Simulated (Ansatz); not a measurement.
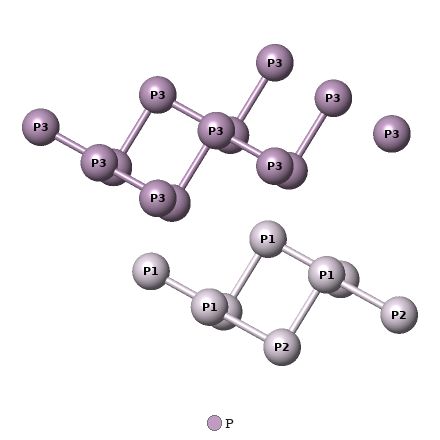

The system is a bilayer of two P sheets of the honeycomb type (4 atoms in the cell); the picture shows the structure at the first grid point; the lower layer is drawn fainter. 
- The upper layer of a bilayer is slid over the lower one; relaxed at each slide: nothing; the origin of the map has P4 above P1; the distance between the facing planes is held at 3.31 Å.
- Places are given modulo a cell vector. The map is drawn in real space over the plane of the slide.
- Grid: 6 × 6 points; 10 points were computed and 26 follow by symmetry.
- Energies are in meV/Å², from the lowest grid point.
- At a held distance the lowest stacking need not be the one that binds best once the distance relaxes.
- All numbers below come from Ansatz 0.2.0, DFT PBE+D3(BJ), scalar-relativistic, plane waves, PAW. Settings: cutoff 420 eV, k-mesh 9×9×1, gaussian smearing 0.05 eV, no spin polarisation.

Its coordinates:

```xyz
4
Lattice="3.2541 0.0000 0.0000 -1.6270 2.8181 0.0000 0.0000 0.0000 19.9905" Properties=species:S:1:pos:R:3 pbc="T T T"
P     0.0000    1.8787    5.7452
P     1.6270    0.9394    4.5000
P    -1.6270    2.8181   10.3005
P     0.0000    1.8787    9.0552
```

Range: slide of the upper layer along the first cell vector from 0.000 to 0.833; slide of the upper layer along the second cell vector from 0.000 to 0.833.

### What will the energy surface look like?

The lowest grid point is at (2/6, 4/6) of the cell vectors. The highest grid point, (0/6, 0/6) of the cell vectors, lies 14.7 meV/Å² above the lowest. Facing atoms of the upper layer at the lowest point: P above P of a deeper plane; at the highest: P above P.

```csv
"second ↓, first →",0/6,1/6,2/6,3/6,4/6,5/6
5/6,11.5,6.5,1.8,1.8,6.5,11.5
4/6,5.6,1.8,0.0,1.8,5.6,7.6
3/6,2.8,1.8,1.8,2.8,3.9,3.9
2/6,5.6,6.5,5.6,3.9,3.1,3.9
1/6,11.5,11.5,7.6,3.9,3.9,7.6
0/6,14.7,11.5,5.6,2.8,5.6,11.5
```

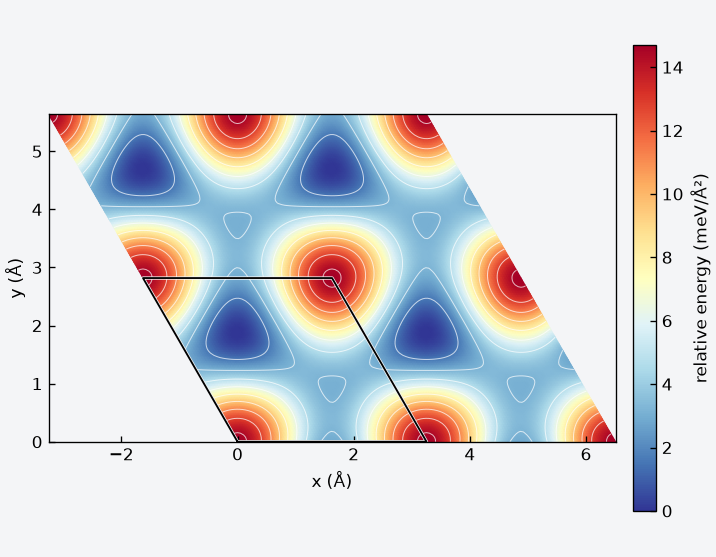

The picture shows a smooth colour map with a few white contour lines, the outline of one cell of the 2 × 2 shown. Between grid points the surface is interpolated.

Each point was launched as `ansatz run input.yaml --threads 1 --pin off --max-ram 3072MiB --backend cpu --events-out ev --progress --plain --runs-dir out`. Time for the 10 points that were run: 91 s on 1 thread of Arm Neoverse V1, with other jobs on the host.
